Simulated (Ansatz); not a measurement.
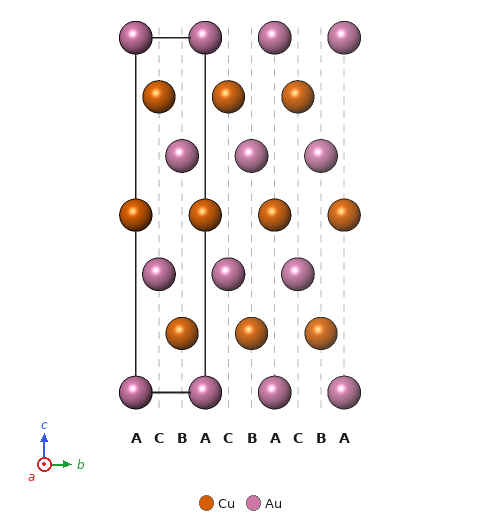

Projection along an edge of the hexagonal mesh, stacking direction c upwards. The dashed lines mark the three columns A (0, 0), B (1/3, 2/3) and C (2/3, 1/3). The sequence starts with the first layer at or above the cell's origin.

The compound is CuAu (space group R-3m, No. 166), taken as the input geometry of an electronic-structure calculation (not necessarily at equilibrium).

Read off the stacking sequence over one period.

Answer. Au(A) – Cu(B) – Au(C) – Cu(A) – Au(B) – Cu(C) (six layers in 12.77 Å).

Taking all atoms as equal spheres, what packing is it?

Answer. As equal spheres, ABCABC: cubic close packing.
